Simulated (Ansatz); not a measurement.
Input of the run:

```
crystal:
  lattice:
    - [3.106665338, 0.0, 0.0]
    - [0.0, 4.9784048454, 0.0]
    - [0.0, 0.0, 23.277719242]
  atoms:
    - { symbol: Al, position: [0.0, 0.9983070976, 0.3651560495] }
    - { symbol: "N", position: [0.0, 0.6166929024, 0.3651560495] }
    - { symbol: Al, position: [0.5, 0.4983070976, 0.4036828925] }
    - { symbol: "N", position: [0.5, 0.1166929024, 0.4036828925] }
    - { symbol: Al, position: [0.5, 0.9983070976, 0.4807365785] }
    - { symbol: "N", position: [0.5, 0.6166929024, 0.4807365785] }
    - { symbol: Al, position: [0.0, 0.4983070976, 0.5192634215] }
    - { symbol: "N", position: [0.0, 0.1166929024, 0.5192634215] }
    - { symbol: Al, position: [0.0, 0.9983070976, 0.5963171075] }
    - { symbol: "N", position: [0.0, 0.6166929024, 0.5963171075] }
    - { symbol: Al, position: [0.5, 0.4983070976, 0.6348439505] }
    - { symbol: "N", position: [0.5, 0.1166929024, 0.6348439505] }
basis:
  ecutwfc: 500
kpoints:
  mp_grid: { grid: [9, 6, 1] }
hamiltonian:
  xc: r2scan
scf:
  occupations: { method: gaussian, width: 0.05 }
output:
  forces: true
  eigenvalues: true
  write_density: true
  write_potential: true
  elf: true
  volumetric_format: npy
relax:
  adjacent_minimum: "off"
  f_tol: 0.03
  max_steps: 70
  constraints: [{ sites: [0, 1, 2, 3, 4, 5] }]
efield:
  axis: 3
  dipole_correction: true
  ramp_width: 0.04
```

Launched with:
```bash
ansatz run input.yaml --threads 2 --pin off --max-ram 5120MiB --backend cpu --events-out ev --progress --plain --runs-dir out
```

What does the potential across the slab give for the band edges against vacuum?

From the vacuum level at the right face the ionisation potential is 5.42 eV and the electron affinity 3.58 eV; at the left face they are 5.08 and 3.24 eV. The slab's gap, their difference before rounding, is 1.84 eV. The vacuum levels differ by 0.35 eV, so the slab carries a dipole along its normal. Some atoms were held fixed in the relaxation, which can itself make the faces differ. The outermost atoms are 6.2 Å apart, which leaves 17.1 Å of vacuum in a cell 23.3 Å high.

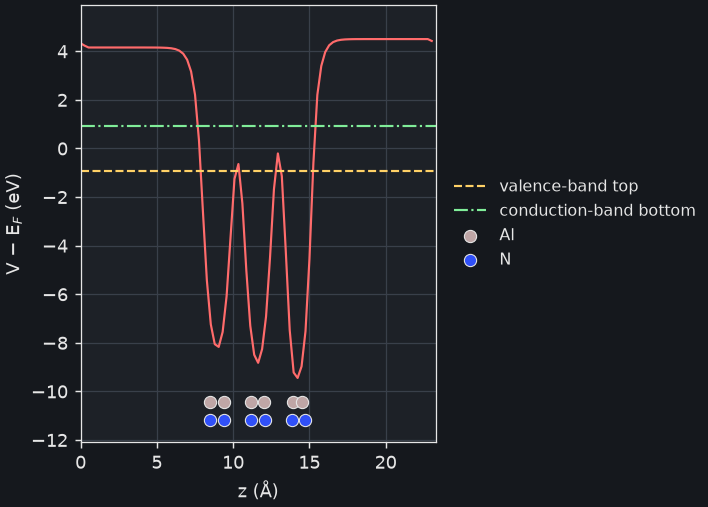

Plane-averaged electrostatic potential energy of an electron across the slab; circles at the bottom mark the heights of the atoms (positions after relaxation).
